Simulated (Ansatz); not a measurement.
## Si16O31 (charge +1): field-gradient calculation (part 1 of 3)

- system: Si16O31 (defect cell, 47 atoms in the cell, total charge +1)
- method: DFT, PBE, plane-wave PAW, default files, scalar-relativistic, spin-polarised (Ansatz 0.2.0)

The structure derives from an entry of the Crystallography Open Database. It belongs to a series of runs on one base structure; here: O vacancy, charge +1, host positions.

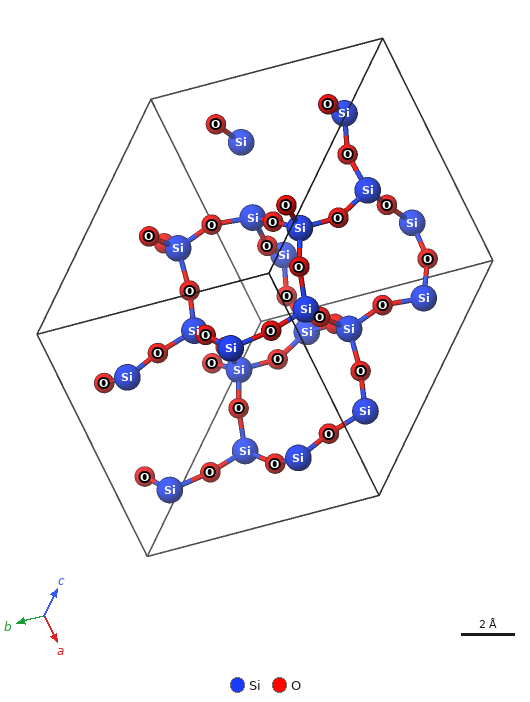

*The structure (ball-and-stick view of the reduced cell, seen at an oblique angle).*

**Results in brief**

| quantity | value |
| --- | --- |
| outcome | converged |
| electrons treated | 249 |
| free energy | −27813.5479 eV |
| Fermi energy | 1.003 eV |
| net moment of the cell | 1.00 μB |
| integrated absolute moment | 1.04 μB |
| pressure | 4.78 GPa |
| field gradient V_zz (10²¹ V/m²) | Si 3.09, Si 3.20, Si 3.26, Si 5.05, Si 2.95, Si 3.32, Si 3.95, Si 3.13 (the first 8 of 47 sites) |
| largest force (length of the vector) | 4.593 eV/Å |
| hardware | 4 threads of Arm Neoverse V2, 24 GiB of memory available, shared host |
| wall time | 76 s (CPU time 5 min) |
| peak memory | 3.5 GiB |

**Input file**
```yaml
crystal:
  lattice:
    - [0.0, 7.22, 7.3]
    - [7.09, 0.0, 7.3]
    - [7.09, 7.22, 0.0]
  atoms:
    - { symbol: Si, position: [0.233, 0.235, 0.24] }
    - { symbol: Si, position: [0.733, 0.735, 0.74] }
    - { symbol: Si, position: [0.735, 0.233, 0.792] }
    - { symbol: Si, position: [0.235, 0.733, 0.292], spin: 0.5 }
    - { symbol: Si, position: [0.24, 0.792, 0.733] }
    - { symbol: Si, position: [0.74, 0.292, 0.233] }
    - { symbol: Si, position: [0.792, 0.74, 0.235] }
    - { symbol: Si, position: [0.292, 0.24, 0.735] }
    - { symbol: Si, position: [0.3735, 0.3605, 0.3675] }
    - { symbol: Si, position: [0.8735, 0.8605, 0.8675] }
    - { symbol: Si, position: [0.8605, 0.3735, 0.3985] }
    - { symbol: Si, position: [0.3605, 0.8735, 0.8985] }
    - { symbol: Si, position: [0.3675, 0.3985, 0.8735] }
    - { symbol: Si, position: [0.8675, 0.8985, 0.3735] }
    - { symbol: Si, position: [0.3985, 0.8675, 0.3605], spin: 0.5 }
    - { symbol: Si, position: [0.8985, 0.3675, 0.8605] }
    - { symbol: O, position: [0.311, 0.287, 0.314] }
    - { symbol: O, position: [0.811, 0.787, 0.814] }
    - { symbol: O, position: [0.787, 0.311, 0.588] }
    - { symbol: O, position: [0.287, 0.811, 0.088] }
    - { symbol: O, position: [0.314, 0.588, 0.811] }
    - { symbol: O, position: [0.814, 0.088, 0.311] }
    - { symbol: O, position: [0.588, 0.814, 0.287] }
    - { symbol: O, position: [0.088, 0.314, 0.787] }
    - { symbol: O, position: [0.3555, 0.3335, 0.7595] }
    - { symbol: O, position: [0.8555, 0.8335, 0.2595] }
    - { symbol: O, position: [0.3335, 0.8555, 0.5515] }
    - { symbol: O, position: [0.8335, 0.3555, 0.0515] }
    - { symbol: O, position: [0.2595, 0.5515, 0.3555] }
    - { symbol: O, position: [0.7595, 0.0515, 0.8555] }
    - { symbol: O, position: [0.0515, 0.2595, 0.3335] }
    - { symbol: O, position: [0.5515, 0.7595, 0.8335] }
    - { symbol: O, position: [0.8385, 0.2575, 0.8465] }
    - { symbol: O, position: [0.2575, 0.3385, 0.0575] }
    - { symbol: O, position: [0.7575, 0.8385, 0.5575] }
    - { symbol: O, position: [0.8465, 0.5575, 0.3385] }
    - { symbol: O, position: [0.3465, 0.0575, 0.8385] }
    - { symbol: O, position: [0.5575, 0.3465, 0.2575] }
    - { symbol: O, position: [0.0575, 0.8465, 0.7575] }
    - { symbol: O, position: [0.7595, 0.3695, 0.3205] }
    - { symbol: O, position: [0.2595, 0.8695, 0.8205] }
    - { symbol: O, position: [0.3695, 0.2595, 0.5505] }
    - { symbol: O, position: [0.8695, 0.7595, 0.0505] }
    - { symbol: O, position: [0.3205, 0.0505, 0.2595] }
    - { symbol: O, position: [0.8205, 0.5505, 0.7595] }
    - { symbol: O, position: [0.5505, 0.3205, 0.8695] }
    - { symbol: O, position: [0.0505, 0.8205, 0.3695] }
magnetization:
  spin_polarized: true
total_charge: 1
kpoints:
  mp_grid: { grid: [2, 2, 2] }
scf:
  occupations: { method: fermi_dirac, width: 0.01 }
hamiltonian:
  xc: pbe
  pseudopotentials: { kind: paw }
output:
  forces: true
  stress: true
  populations: true
  efg: { quadrupole_moments_barn: { O: -0.02558 }, contact_densities: true }
  write_density: true
  write_potential: true
  elf: true
  volumetric_format: npy
```

Command:
```bash
ansatz run input.yaml --threads 4 --pin off --max-ram 8192MiB --backend cpu --events-out ev --progress --plain --runs-dir out
```

**The program's output**
```
Engine: ansatz 0.2.0, aarch64-unknown-linux-gnu
Pseudopotentials: kind: paw
Pseudopotential: Si, paw, valence charge 4, recommended cutoff 420 eV (normal), Si.paw.azcp
Pseudopotential: O, paw, valence charge 6, recommended cutoff 420 eV (normal), O.paw.azcp
Functional definition: PBE
  parameter kappa = 0.804
  parameter beta = 0.06672455060314922
  exchange = pbe_x(kappa = kappa, mu = beta*pi^2/3)
  correlation = pbe_c(beta = beta)
Crystal: 47 atoms, lattice volume = 747.371 Å³
Basis set: ecut = 420 eV, 14611 PW (Γ), exchange–correlation on 144×144×144 points (8 copies of the dense FFT grid, shifted against one another)
Bands: 172, of which v1, the nominal top of the filled ones, is band 125 counted from 1 (124 counted from 0)
Symmetry: 1 space group operations
Space group: P1 (ITA 1), of the structure as read, at distance tolerance 9.1e-5 Å
Magnetic group: BNS 1.1 (UNI 1), of the structure as read, at distance tolerance 9.1e-5 Å
k-points: 8
Non-local potential: Si, projectors of the file, l = 0: 2, l = 1: 2, l = 2: 2
Non-local potential: O, projectors of the file, l = 0: 2, l = 1: 2, l = 2: 1
PAW form: soft (Blöchl's): semilocal exchange-correlation on the pseudo side does not see the compensation charge
PAW one-centre angular grid: Si, 110 points (default); XC on 64 Gauss nodes
PAW one-centre angular grid: O, 110 points (default); XC on 64 Gauss nodes
Initial density: superposition of atomic densities (chi_scale 0.1, normalization cell, long waves kept (reshape's long-wave potential 0.18 eV rms))
Starting moments: Σ|m| = 1 μB on 2 of 47 sites
Initial wavefunctions: pseudopotential atomic-orbital guess
Functional: x = pbe(κ = 0.804, μ = 0.2195149727645171), c = pbe(β = 0.06672455060314922)
SCF iter   1: F=—  HF=-27847.538698 eV  |F-HF|=—  |Δ(HF+E_count)|=         —  Δρ=6.38e-2 (↑6.38e-2 ↓6.36e-2)  dr2=1.13e2  dr2_m=8.75e-2  M=1.000 μB ∫|m|=1.024 μB  β_m=0.30  ethr=3.10e-3  ⟨swp⟩=6.0  Hψ=12041  notcnv=0  defer=315
preconditioner: auto → Resta (q_TF=auto, 2.272 Å⁻¹)  ε∞=2.4  [insulator: Δε(μ)=0.268 eV  Ē_g=17.923 eV  σ=0.010 eV  W_gap=1.00  n_scr=160 (ndim 8)  ℏωp=21.4 eV  f_vac=0.166  D(μ)=0.00/eV (n_scr^D=0)  ε∞_Penn≈2.4]
spin=Collinear: Resta preconditioning applied to the charge; magnetization (m = ρ↑ − ρ↓) channel mixes plain (no charge-response kernel on spin).
SCF iter   2: F=—  HF=-27818.702016 eV  |F-HF|=—  |Δ(HF+E_count)|=    2.88e1  Δρ=2.70e-2 (↑2.70e-2 ↓2.68e-2)  dr2=2.17e1  dr2_m=4.79e-2  M=1.000 μB ∫|m|=1.021 μB  β_m=0.30  ethr=3.10e-3  ⟨swp⟩=3.0  Hψ=5390  notcnv=0  defer=646
spin-set hold released at iteration 2 (site moments show no strong build): the magnetisation degrees of freedom join the quasi-Newton model from the next iteration; the mixer history was kept
SCF iter   3: F=—  HF=-27813.690990 eV  |F-HF|=—  |Δ(HF+E_count)|=    5.01e0  Δρ=1.49e-2 (↑1.44e-2 ↓1.49e-2)  dr2=2.95e0  dr2_m=2.64e-2  M=1.000 μB ∫|m|=1.053 μB  β_m=0.30  ethr=3.10e-3  ⟨swp⟩=3.2  Hψ=4746  notcnv=0  defer=646
SCF iter   4: F=—  HF=-27813.472789 eV  |F-HF|=—  |Δ(HF+E_count)|=   2.18e-1  Δρ=2.62e-3 (↑2.62e-3 ↓2.01e-3)  dr2=1.51e-1  dr2_m=1.06e-2  M=0.995 μB ∫|m|=1.016 μB  β_m=0.40  ethr=1.18e-3  ⟨swp⟩=3.0  Hψ=4947  notcnv=0  defer=668
SCF iter   5: F=—  HF=-27813.511183 eV  |F-HF|=—  |Δ(HF+E_count)|=   3.84e-2  Δρ=1.33e-3 (↑1.33e-3 ↓1.25e-3)  dr2=2.80e-2  dr2_m=4.09e-3  M=0.999 μB ∫|m|=1.020 μB  β_m=0.56  ethr=6.05e-5  ⟨swp⟩=2.5  Hψ=3876  notcnv=0  defer=668
SCF iter   6: F=—  HF=-27813.541152 eV  |F-HF|=—  |Δ(HF+E_count)|=   3.00e-2  Δρ=6.51e-4 (↑6.51e-4 ↓5.60e-4)  dr2=7.55e-3  dr2_m=7.56e-4  M=1.000 μB ∫|m|=1.029 μB  β_m=0.62  ethr=1.12e-5  ⟨swp⟩=3.5  Hψ=3796  notcnv=0  defer=668
SCF iter   7: F=—  HF=-27813.547853 eV  |F-HF|=—  |Δ(HF+E_count)|=   6.70e-3  Δρ=1.29e-4 (↑1.20e-4 ↓1.29e-4)  dr2=4.70e-4  dr2_m=1.84e-5  M=1.000 μB ∫|m|=1.039 μB  β_m=0.74  ethr=3.03e-6  ⟨swp⟩=3.0  Hψ=4067  notcnv=0  defer=668
SCF iter   8: F=—  HF=-27813.548129 eV  |F-HF|=—  |Δ(HF+E_count)|=   2.76e-4  Δρ=9.37e-5 (↑8.25e-5 ↓9.37e-5)  dr2=1.79e-4  dr2_m=1.53e-6  M=1.000 μB ∫|m|=1.041 μB  β_m=0.64  ethr=1.89e-7  ⟨swp⟩=2.4  Hψ=4177  notcnv=0  defer=668
SCF iter   9: F=—  HF=-27813.548107 eV  |F-HF|=—  |Δ(HF+E_count)|=   2.18e-5  Δρ=2.11e-5 (↑2.11e-5 ↓1.90e-5)  dr2=1.03e-5  dr2_m=3.08e-7  M=1.000 μB ∫|m|=1.041 μB  β_m=0.73  ethr=7.20e-8  ⟨swp⟩=2.0  Hψ=4000  notcnv=0  defer=668
SCF iter  10: F=—  HF=-27813.547872 eV  |F-HF|=—  |Δ(HF+E_count)|=   2.35e-4  Δρ=8.14e-6 (↑7.22e-6 ↓8.14e-6)  dr2=1.46e-6  dr2_m=3.50e-8  M=1.000 μB ∫|m|=1.041 μB  β_m=0.74  ethr=4.13e-9  ⟨swp⟩=2.1  Hψ=4647  notcnv=0  defer=668
SCF iter  11: F=—  HF=-27813.547873 eV  |F-HF|=—  |Δ(HF+E_count)|=   6.15e-7  Δρ=5.45e-6 (↑5.10e-6 ↓5.45e-6)  dr2=6.36e-7  dr2_m=5.52e-9  M=1.000 μB ∫|m|=1.041 μB  β_m=0.65  ethr=5.86e-10  ⟨swp⟩=2.1  Hψ=4078  notcnv=0  defer=668
SCF iter  12: F=—  HF=-27813.547873 eV  |F-HF|=—  |Δ(HF+E_count)|=   1.05e-8  Δρ=9.50e-7 (↑8.98e-7 ↓9.50e-7)  dr2=2.08e-8  dr2_m=5.43e-10  M=1.000 μB ∫|m|=1.041 μB  β_m=0.75  ethr=4.02e-11  ⟨swp⟩=22.1  Hψ=28795  notcnv=0
SCF iter  13: F=-27813.547873 eV  HF=-27813.547873 eV  |F-HF|=3.22e-9  |Δ(HF+E_count)|=   1.31e-8  Δρ=5.20e-7 (↑5.00e-7 ↓5.20e-7)  dr2=6.22e-9  dr2_m=4.40e-11  M=1.000 μB ∫|m|=1.041 μB  ethr=8.37e-12  ⟨swp⟩=8.1  Hψ=14952  notcnv=0
SCF 1 converged in 13 iterations: F = -27813.547873 eV  dr2 = 6.22e-9
  greatest PAW one-centre occupation: 0.867 electrons in one spin orbital (limit 2), on the O atom at site 26 (counted from 0), in its partial waves of l = 0
```

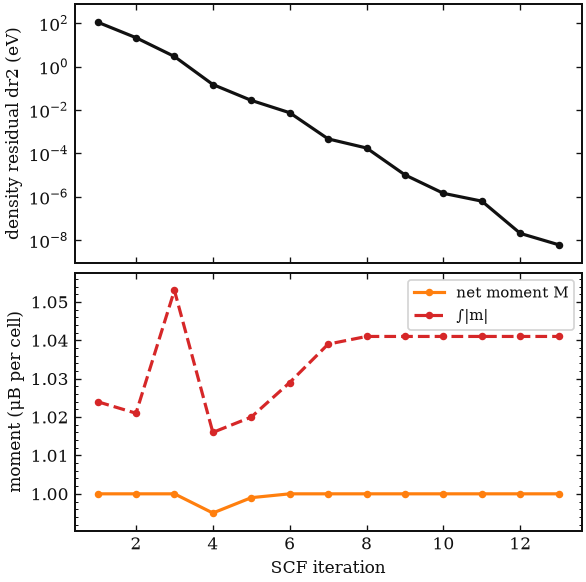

*Convergence of the self-consistent field: density residual dr2 and magnetic moment against the SCF iteration.*

The residual falls at every step. The net moment stays at 1.0 μB per cell.

```
SCF converged after 13 iterations
Magnetization: 1.0000 μB (125.0000 up, 124.0000 down)
Absolute magnetization: 1.0447 μB (∫|ρ↑−ρ↓|, with the PAW one-centre terms)
Spin contamination: 0.0021 ħ² per cell (⟨S²⟩ above its minimum at these occupations)
Per-site moments (μB) at R_I (Å): [(0.0010530546823383838, 0.6413228338505693), (-1.0678898353447343e-5, 0.6413228338505693), (-3.5966159134243652e-6, 0.6413228338505695), (0.026256407902247484, 0.6413228338505688), (5.02087707780489e-5, 0.6413228338505693), (-6.209192407446247e-6, 0.6413228338505694), (0.00041722972374800464, 0.6413228338505691), (-1.0476012026809327e-5, 0.6413228338505695), (0.00012806210464815724, 0.6519413112607536), (-1.084197130153374e-5, 0.6519413112607536), (-6.469355962078366e-6, 0.6519413112607536), (0.0005649767413962373, 0.6519413112607534), (-1.5405807639058264e-5, 0.6519413112607534), (0.0010488059386246445, 0.6519413112607537), (0.025620966026690152, 0.6519413112607536), (-2.614055353201503e-6, 0.6519413112607538), (0.011109776598774084, 0.6519413112607536), (0.0004021225479348589, 0.6519413112607536), (5.460521402909169e-5, 0.6519413112607536), (0.052005100852223596, 0.6519413112607534), (0.0004587375988170457, 0.6519413112607534), (0.0004897621495127115, 0.6519413112607537), (0.04087375009112448, 0.6519413112607536), (0.00021100156472960864, 0.6519413112607538), (0.0006895199111020412, 0.6413228338505695), (0.009538729838545923, 0.6413228338505691), (0.04540778097219566, 0.6413228338505693), (2.3929469399018933e-5, 0.6413228338505694), (0.04144604533084294, 0.6413228338505688), (0.0002526324491587269, 0.6413228338505695), (0.0004125506399749709, 0.6413228338505693), (0.0004895318414607562, 0.6413228338505693), (0.00020618735654833272, 0.6506734714441191), (0.0025033770096650277, 0.6506734714441188), (0.0023526281821201864, 0.6506734714441192), (9.820631500937e-5, 0.6506734714441191), (0.0007873252873864182, 0.6506734714441189), (-3.374671770543723e-5, 0.6506734714441191), (7.697309661903559e-5, 0.6506734714441196), (0.0006955233776362896, 0.647870966727859), (0.013930600997329507, 0.6478709667278592), (0.0004984183658778008, 0.6478709667278592), (0.0009134633801334324, 0.647870966727859), (0.04083710634803527, 0.647870966727859), (0.00019902606695187272, 0.647870966727859), (0.00029300170700025276, 0.647870966727859), (0.032040551548102876, 0.647870966727859)]
Free energy (F): -27813.547873 eV
Harris-Foulkes:  -27813.547873 eV  (|F-HF|=3.22e-9)
Internal energy: -27813.547872 eV  (E = F + TS)
E sigma→0 (E₀):  -27813.547872 eV
Entropy (-TS):   -0.000001 eV (-0.000 meV/atom)
Fermi energy:    1.003473 eV
--- Per-component energies (eV) ---
  E_band       = -1570.255774
  E_kinetic    = 6253.505537
  E_local      = -19186.121612  (includes V_loc(G=0)·N_el)
  E_nonlocal   = 1877.437228
  E_hartree    = 7179.795265
  E_xc         = -3182.051323
  E_vxc        = -3682.853697  (∫ρ·V_xc dr)
  E_paw        = -13143.776186  (= ΣΔE_a)
  E_vpaw       = -1191.896676  (= ΣTr[D̂ρ^β])
  E_aug_tail   = 0.080534  (compensation charges beyond the density's cutoff)
  E_ewald      = -7612.417314
  E_smearing   = -0.000001  (= −TS)
  E_closure    = 0.000000  (closes the sum)
  E_deformation_potential = 9.495731  (in the stress; not in F)
  Σ components = -27813.547873   (vs F -27813.547873, Δ=0.00e0)
--- Forces (eV/Å), atoms counted from 1 ---
  atom   1  Si     2.15694970     0.94903341     2.60479278
  atom   2  Si     1.14581121     2.39964298     2.17594672
  atom   3  Si    -1.22452553    -1.98451197     2.33592662
  atom   4  Si    -1.21328774    -2.75605400     2.17640368
  atom   5  Si    -0.56009119     2.58395722    -3.62671860
  atom   6  Si    -1.44730421     2.07359172    -1.87762744
  atom   7  Si     0.09375548    -1.17570701    -1.63774465
  atom   8  Si     1.59840927    -2.12013539    -2.32515060
  atom   9  Si    -0.19549555     0.88519667     0.04528870
  atom  10  Si     1.04900758    -0.65120990     0.43404678
  atom  11  Si    -0.81100895     0.42758149     0.14850607
  atom  12  Si    -1.70872283    -0.23371187     1.81401241
  atom  13  Si    -1.22471870    -0.09638645    -0.41358407
  atom  14  Si     0.02439958    -1.24060286    -0.95124622
  atom  15  Si     1.75005186     0.54162070     0.73744169
  atom  16  Si     0.88392431     0.24871501    -0.58579903
  atom  17  O     -1.18572453    -1.67773193    -1.45824807
  atom  18  O     -1.24564767    -1.65056144    -1.45753001
  atom  19  O      1.15994563     1.55598810    -1.36975567
  atom  20  O      2.19088220     2.82540474    -2.06104772
  atom  21  O      1.37500477    -1.94159018     1.76750465
  atom  22  O      1.00590229    -1.40658739     1.32877055
  atom  23  O     -0.81330576     0.57019582     0.13214184
  atom  24  O     -1.36565801     1.74811237     1.59939152
  atom  25  O      2.40736623     1.32100880     1.97006879
  atom  26  O      2.46789270     1.40746632     1.90567896
  atom  27  O     -3.46358204    -2.11084364     2.15481313
  atom  28  O     -2.31578641    -1.32241263     1.83286174
  atom  29  O     -1.16370418     1.34802238    -0.69223747
  atom  30  O     -2.50346134     1.48820293    -2.03864665
  atom  31  O      2.11687943    -1.13090221    -1.78082842
  atom  32  O      2.72753452    -1.53377742    -2.19933784
  atom  33  O      0.31919142     1.10263517     0.62630517
  atom  34  O     -0.26631901    -0.82044217     0.41296770
  atom  35  O     -0.55553770    -1.17400831     0.86826519
  atom  36  O     -0.10474193     0.82622530    -0.46989220
  atom  37  O     -0.42600114     1.31372296    -0.96370434
  atom  38  O      0.65354086    -1.37096262    -0.82772316
  atom  39  O      0.03948229    -0.92686579    -0.26768956
  atom  40  O      1.31637902     0.71228671     0.32823918
  atom  41  O      1.21058262     0.80441124     0.36894936
  atom  42  O     -1.32890969    -1.09108492     0.52961458
  atom  43  O     -0.97622120    -0.67591145     0.15328581
  atom  44  O     -2.43220277     1.52167321    -1.43572055
  atom  45  O     -1.16763151     0.66772684    -0.23465728
  atom  46  O      1.35880320    -0.89436670    -0.43295585
  atom  47  O      0.64789427     0.66393717     0.65662357
  max |Σ_I F_I| component: 9.01e-6 eV/Å
--- Stress (GPa, compression-positive) ---
        5.312002      -0.568731      -0.671177
       -0.568732       3.624158      -0.691126
       -0.671179      -0.691125       5.413896
  P = ⅓ Tr σ = 4.7834 GPa (47.834 kbar)
```
